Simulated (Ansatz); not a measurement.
One cell, run at 7 values of the plane-wave cutoff (density cutoff scaled with it).
The run: C (Fmmm, 2 atoms in the cell), by DFT PBE, scalar-relativistic, plane waves, PAW in Ansatz 0.2.0; 14×14×14 k-mesh, Gaussian smearing of 0.02 eV.
ΔE is the free energy less its value at the largest setting, 600 eV.
Dashed lines or grey bands mark the tolerance: 1 meV/atom.
Values: 200 eV, 250 eV, 300 eV, 350 eV, 420 eV, 500 eV and 600 eV.

### How do the results converge (to 1 meV/atom)?

The free energy is within 1 meV/atom of the largest setting's value from 500 eV on. It is off by 1800 meV/atom at 200 eV, 130 meV/atom at 300 eV and 3.1 meV/atom at 420 eV (always above it). The smaller bases give higher energies, which fall towards the limit as the basis grows.

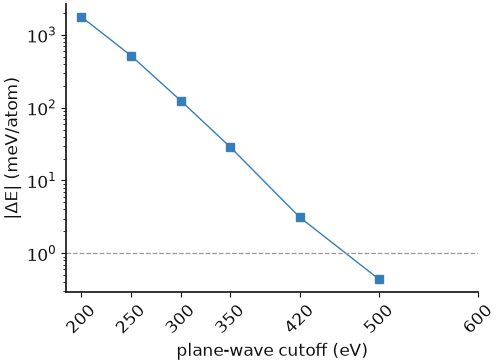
